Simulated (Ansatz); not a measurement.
# Calculations on AgCl

## 1. A change

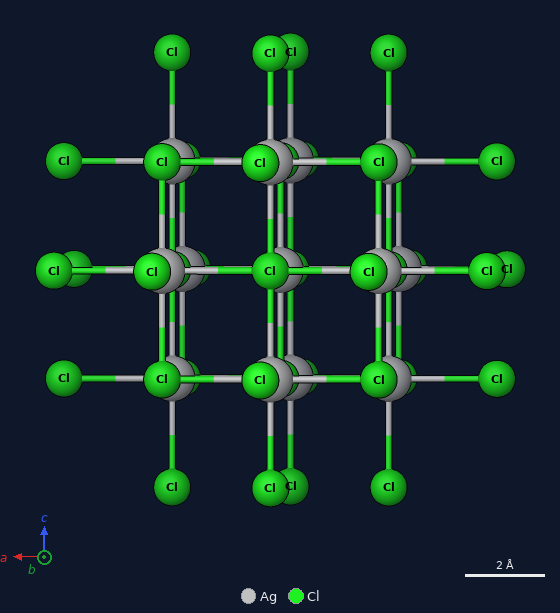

The starting point is a symmetric starting cell of AgCl. A ball-and-stick model of the conventional cell (4 times the calculation's cell), seen from a free direction. Lengths and directions refer to the drawn axes.

The calculation used DFT LDA, scalar-relativistic, plane waves, PAW (Ansatz 0.2.0). Settings: plane-wave cutoff 420 eV; k-point mesh 8 × 8 × 8; occupations gaussian; smearing width 0.02 eV; no spin polarisation.

Now this is done to it. All lengths are scaled by +0.4 % (volume +1.1 %), the atoms keeping their fractional coordinates. No relaxation follows. The starting cell wasn't computed here and needn't be at equilibrium, so pressure and forces aren't due to the change alone.

### Predict the response.

The pressure is −6.0 GPa (not all of it need come from the change, since the unchanged cell can be under pressure at this level too). All forces vanish by symmetry. Some distances before and after: Ag–Cl 2.773 → 2.784 Å. The space group stays Fm-3m (No. 225).

## 2. A change

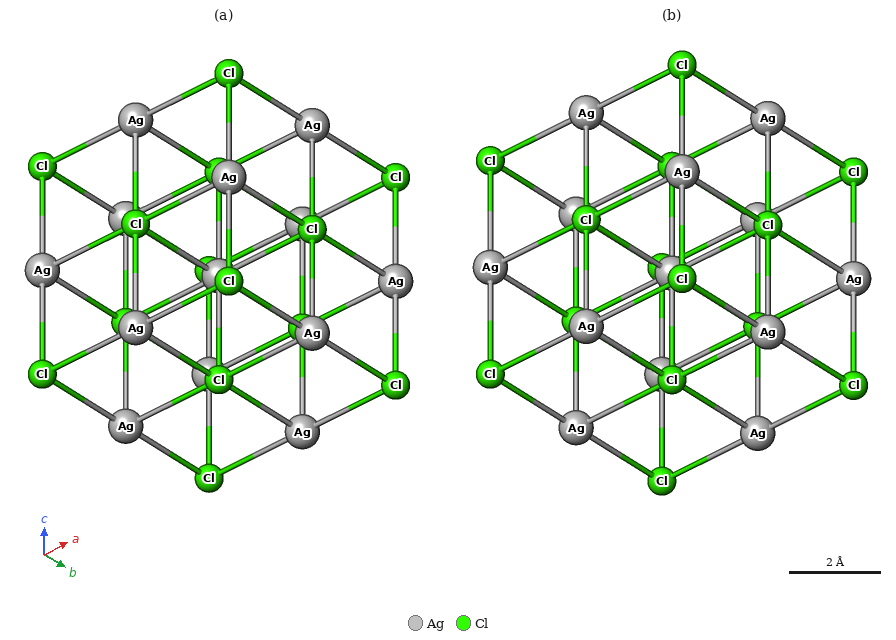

Left: a symmetric starting cell of AgCl. Right: the same structure after one change, at the same scale. A ball-and-stick model of the conventional cell (4 times the calculation's cell), seen from a free direction. Lengths and directions refer to the drawn axes.

Method: DFT LDA, scalar-relativistic, plane waves, PAW in Ansatz 0.2.0. Settings: plane-wave cutoff 420 eV; k-point mesh 8 × 8 × 8; occupations gaussian; smearing width 0.02 eV; no spin polarisation.

Q: What distinguishes the right structure from the left one?

A: All lengths are scaled by +2.8 % (volume +8.7 %), the atoms keeping their fractional coordinates. No relaxation follows. The starting cell wasn't computed here and needn't be at equilibrium, so pressure and forces aren't due to the change alone.

Q: How do the computed properties respond?

A: The pressure is −8.0 GPa (not all of it need come from the change, since the unchanged cell can be under pressure at this level too). All forces vanish by symmetry. Among the bonded contacts that change: Ag–Cl 2.773 → 2.852 Å. The space group stays Fm-3m (No. 225).

## 3. Distortion

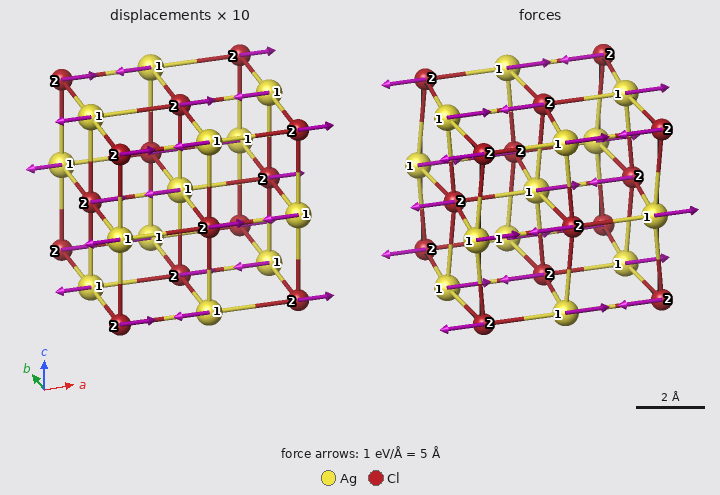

Left: a symmetric starting cell of AgCl, with purple arrows for the displacements applied to it. Right: the displaced structure with the computed forces. A ball-and-stick model of the conventional cell (4 times the calculation's cell), seen from a free direction. Lengths and directions refer to the drawn axes.

All numbers below come from Ansatz, DFT PBEsol, scalar-relativistic, plane waves, PAW. Settings: plane-wave cutoff 420 eV; k-point mesh 8 × 8 × 8; occupations gaussian; smearing width 0.02 eV; no spin polarisation.

How do the forces relate to the distortion?

Answer. Atoms are displaced by 0.11 Å: Ag1 0.11 Å along −a, Cl2 0.11 Å along +a. No relaxation follows. The starting cell wasn't computed here and needn't be at equilibrium, so pressure and forces aren't due to the change alone. The pressure is −1.8 GPa (not all of it need come from the change, since the unchanged cell can be under pressure at this level too). The principal stresses (compression positive) are −0.2 GPa along a and −2.6 GPa across it. The largest forces, 0.28 eV/Å, act on Ag1 and Cl2; on Ag1 it points along +a. The forces point straight back along the displacements (cosine −1.00). Some distances before and after: Ag–Cl 2.773 → 2.548 to 2.998 Å. The space group (tolerance 0.01 Å) goes from Fm-3m (No. 225) to I4mm (No. 107).
